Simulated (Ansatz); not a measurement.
**What a change does: band-structure calculation on MgO**

System: MgO (P6₃mc, 4 atoms in the cell).
Method of run A: DFT, PBE, plane waves, PAW, no spin polarisation (Ansatz 0.2.0).

The structure was built on a prototype by a generator. The geometry comes from this level: r2SCAN (a point of a series of strains). Text and figures count atoms from 1; the logs count them from 0 in places.

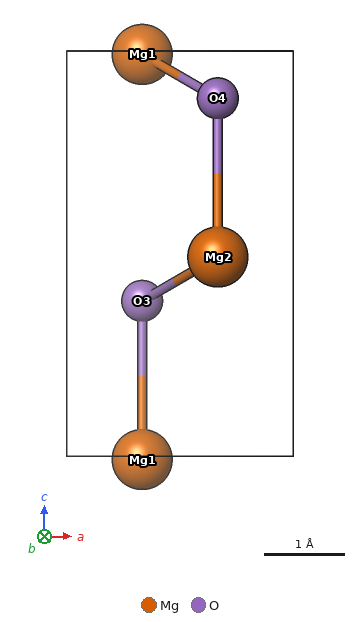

Fig. 1: The structure (ball-and-stick view of the cell of the calculation, along the b axis; atoms are numbered from 1 in the order of the input). An atom can appear more than once, as a periodic image.

Input file, run A:
```yaml
crystal:
  lattice:
    - [3.2882172281, 0.0, 0.0]
    - [-1.644108614, 2.8476796527, 0.0]
    - [0.0, 0.0, 5.0847099375]
  atoms:
    - { symbol: Mg, position: [0.3333333333, 0.6666666667, -0.0083251743] }
    - { symbol: Mg, position: [0.6666666667, 0.3333333333, 0.4916748257] }
    - { symbol: O, position: [0.3333333333, 0.6666666667, 0.3833251743] }
    - { symbol: O, position: [0.6666666667, 0.3333333333, 0.8833251743] }
kpoints:
  mp_grid: { grid: [12, 12, 6] }
  band_path:
    path:
      - [0.0, 0.0, 0.0]
      - [0.5, 0.0, 0.0]
      - [0.3333333333, 0.3333333333, 0.0]
      - [0.0, 0.0, 0.5]
      - [0.5, 0.0, 0.5]
      - [0.3333333333, 0.3333333333, 0.5]
    npoints: 1
hamiltonian:
  xc: pbe
scf:
  occupations: { method: fermi_dirac, width: 0.02 }
  n_extra_bands: 5
output:
  forces: true
  stress: true
  eigenvalues: true
  write_density: true
  write_potential: true
  elf: true
  volumetric_format: npy
```

Command:
```bash
ansatz run input.yaml --threads 2 --pin off --max-ram 29491MiB --backend cpu --events-out ev --progress --plain --runs-dir out
```

Hardware: 2 threads of AMD EPYC (Zen 3), 1656 GiB of memory available, shared host.

Output, shortened to warnings, some set-up lines, iterations and results (run A):
```
Basis set: ecut = 420 eV, 953 PW (Γ), exchange–correlation on 48×48×72 points (8 copies of the dense FFT grid, shifted against one another)
Symmetry: 12 space group operations
k-points: 76 of 864 (time reversal used)
Initial density: superposition of atomic densities (neutral atoms: chi_scale 0, normalization atom), corrected by the library's trained network
[...]
SCF iter   1: F=—  HF=-4987.998235 eV  |F-HF|=—  |Δ(HF+E_count)|=         —  Δρ=1.30e-3  dr2=6.37e-4  ethr=1.77e-3  ⟨swp⟩=6.1  Hψ=7751  notcnv=0
SCF iter   2: F=—  HF=-4987.998069 eV  |F-HF|=—  |Δ(HF+E_count)|=   1.66e-4  Δρ=4.80e-4  dr2=5.03e-5  ethr=1.99e-6  ⟨swp⟩=2.2  Hψ=3612  notcnv=0  defer=65
SCF iter   3: F=—  HF=-4987.998244 eV  |F-HF|=—  |Δ(HF+E_count)|=   1.76e-4  Δρ=2.63e-4  dr2=2.33e-5  ethr=1.57e-7  ⟨swp⟩=2.1  Hψ=2559  notcnv=0  defer=65
SCF iter   4: F=—  HF=-4987.998258 eV  |F-HF|=—  |Δ(HF+E_count)|=   1.40e-5  Δρ=7.21e-5  dr2=1.66e-6  ethr=7.27e-8  ⟨swp⟩=2.0  Hψ=2771  notcnv=0  defer=65
SCF iter   5: F=—  HF=-4987.998260 eV  |F-HF|=—  |Δ(HF+E_count)|=   1.42e-6  Δρ=3.62e-5  dr2=5.67e-7  ethr=5.18e-9  ⟨swp⟩=2.0  Hψ=2651  notcnv=0  defer=65
SCF iter   6: F=-4987.998260 eV  HF=-4987.998260 eV  |F-HF|=4.00e-9  |Δ(HF+E_count)|=   8.82e-8  Δρ=3.84e-6  dr2=4.94e-9  ethr=3.13e-10  ⟨swp⟩=9.4  Hψ=10505  notcnv=0
SCF 1 converged in 6 iterations: F = -4987.998260 eV  dr2 = 4.94e-9
NSCF: frozen V_eff on 6 k-points
SCF converged after 6 iterations
Free energy (F): -4987.998260 eV
Harris-Foulkes:  -4987.998260 eV  (|F-HF|=4.00e-9)
Internal energy: -4987.998260 eV  (E = F + TS)
E sigma→0 (E₀):  -4987.998260 eV
Fermi energy:    6.673286 eV
--- Per-component energies (eV) ---
  E_band       = -671.270300
  E_kinetic    = 508.427733
  E_local      = -3741.282121  (includes V_loc(G=0)·N_el)
  E_nonlocal   = 286.092321
  E_hartree    = 1333.788166
  E_xc         = -209.111319
  E_vxc        = -267.766277  (∫ρ·V_xc dr)
  E_paw        = -899.769747  (= ΣΔE_a)
  E_vpaw       = -124.322731  (= ΣTr[D̂ρ^β])
  E_aug_tail   = 0.004953  (compensation charges beyond the density's cutoff)
  E_ewald      = -2266.148246
  E_smearing   = -0.000000  (= −TS)
  E_closure    = -0.000000  (closes the sum)
  Σ components = -4987.998260   (vs F -4987.998260, Δ=0.00e0)
--- Forces (eV/Å), atoms counted from 1 ---
  atom   1  Mg     0.00000000    -0.00000000    -0.01520350
  atom   2  Mg     0.00000000     0.00000000    -0.01520350
  atom   3  O      0.00000000     0.00000000     0.01516349
  atom   4  O      0.00000000    -0.00000000     0.01516349
  max |Σ_I F_I| component: 8.00e-5 eV/Å
--- Stress (GPa, compression-positive) ---
        2.936295      -0.000000       0.000000
       -0.000000       2.936295       0.000000
        0.000000       0.000000       2.551951
  P = ⅓ Tr σ = 2.8082 GPa (28.082 kbar)
```

For run B the input was changed thus:
```diff
-  xc: pbe
+  xc: r2scan
-  occupations: { method: fermi_dirac, width: 0.02 }
+  occupations: { method: fixed }
```

Predict how the results change.

The total energies belong to different methods, so their difference says nothing on which is more stable or more accurate. The gap on the mesh goes from 3.54 to 4.20 eV. The pressure goes from 2.81 to −1.04 GPa. The functional changes from PBE to r2SCAN. The number of SCF iterations is the same. The default cutoff goes from 420 to 500 eV with the change. The plane waves at Γ go from 953 to 1177. On the same kind of shared host run B took about 2.3 times as long.

Output, shortened to warnings, some set-up lines, iterations and results (run B):
```
Basis set: ecut = 500 eV, 1177 PW (Γ), exchange–correlation on 96×96×160 points (64 copies of the dense FFT grid, shifted against one another)
Symmetry: 12 space group operations
k-points: 76 of 864 (time reversal used)
Initial density: superposition of atomic densities (neutral atoms: chi_scale 0, normalization atom), corrected by the library's trained network
[...]
SCF iter   1: F=—  HF=-4996.112186 eV  |F-HF|=—  |Δ(HF+E_count)|=         —  Δρ=8.49e-3  dr2=1.80e-2  dr2_τ=1.31e-1  ethr=1.77e-3  ⟨swp⟩=4.8  Hψ=6735  notcnv=0  defer=228
SCF iter   2: F=—  HF=-4996.211886 eV  |F-HF|=—  |Δ(HF+E_count)|=   9.97e-2  Δρ=4.23e-3  dr2=4.43e-3  dr2_τ=3.56e-4  ethr=5.62e-5  ⟨swp⟩=3.0  Hψ=3726  notcnv=0  defer=228
SCF iter   3: F=—  HF=-4996.211901 eV  |F-HF|=—  |Δ(HF+E_count)|=   1.49e-5  Δρ=1.12e-3  dr2=2.71e-4  dr2_τ=2.57e-5  ethr=1.39e-5  ⟨swp⟩=3.0  Hψ=2888  notcnv=0  defer=228
SCF iter   4: F=—  HF=-4996.211926 eV  |F-HF|=—  |Δ(HF+E_count)|=   2.50e-5  Δρ=2.13e-4  dr2=2.45e-5  dr2_τ=2.41e-6  ethr=8.48e-7  ⟨swp⟩=3.0  Hψ=2280  notcnv=0  defer=228
SCF iter   5: F=—  HF=-4996.211922 eV  |F-HF|=—  |Δ(HF+E_count)|=   4.27e-6  Δρ=8.23e-5  dr2=1.97e-6  dr2_τ=3.17e-7  ethr=7.66e-8  ⟨swp⟩=2.0  Hψ=2086  notcnv=0  defer=78
SCF iter   6: F=-4996.211923 eV  HF=-4996.211923 eV  |F-HF|=1.54e-8  |Δ(HF+E_count)|=   1.20e-6  Δρ=1.57e-5  dr2=6.36e-8  dr2_τ=6.67e-9  ethr=3.13e-10  ⟨swp⟩=11.3  Hψ=11879  …
SCF 1 converged in 6 iterations: F = -4996.211923 eV  dr2 = 6.36e-8
NSCF: frozen V_eff on 6 k-points
SCF converged after 6 iterations
Free energy (F): -4996.211923 eV
Harris-Foulkes:  -4996.211923 eV  (|F-HF|=1.54e-8)
Internal energy: -4996.211923 eV  (E = F + TS)
E sigma→0 (E₀):  -4996.211923 eV
Fermi energy:    4.456686 eV
--- Per-component energies (eV) ---
  E_band       = -710.365612
  E_kinetic    = 509.607614
  E_local      = -3746.684078  (includes V_loc(G=0)·N_el)
  E_nonlocal   = 285.510191
  E_hartree    = 1337.793636
  E_xc         = -204.783901
  E_vxc        = -296.114906  (∫ρ·V_xc dr)
  E_paw        = -911.392897  (= ΣΔE_a)
  E_vpaw       = -157.870691  (= ΣTr[D̂ρ^β])
  E_aug_tail   = 0.002056  (compensation charges beyond the density's cutoff)
  E_vtau       = 19.594480  (kinetic-family band-sum trace: ∫τ·v_τ [+ j·A + Jᵃ·Aᵃ] dr)
  E_ewald      = -2266.148246
  E_core_change = -0.116298  (= ΣΔE_core)
  E_smearing   = -0.000000  (= −TS)
  E_closure    = -0.000000  (closes the sum)
  Σ components = -4996.211923   (vs F -4996.211923, Δ=0.00e0)
--- Forces (eV/Å), atoms counted from 1 ---
  atom   1  Mg    -0.00000000    -0.00000000    -0.00407639
  atom   2  Mg    -0.00000000     0.00000000    -0.00407639
  atom   3  O      0.00000000    -0.00000000     0.00387720
  atom   4  O      0.00000000     0.00000000     0.00387720
  max |Σ_I F_I| component: 3.98e-4 eV/Å
--- Stress (GPa, compression-positive) ---
       -0.939917      -0.000000      -0.000000
       -0.000000      -0.939917       0.000000
       -0.000000       0.000000      -1.246853
  P = ⅓ Tr σ = -1.0422 GPa (-10.422 kbar)
```

The two runs side by side:

```tsv
quantity	run A	run B
outcome	converged	converged
free energy per atom (eV)	−1246.9996	−1249.0530
gap on the mesh (eV)	3.54	4.20
pressure (GPa)	2.81	−1.04
largest force (eV/Å)	0.015	0.004
SCF iterations	6	6
irreducible k-points	76	76
plane waves at Γ	953	1177
wall time (shared host)	2.6 s	5.9 s
```
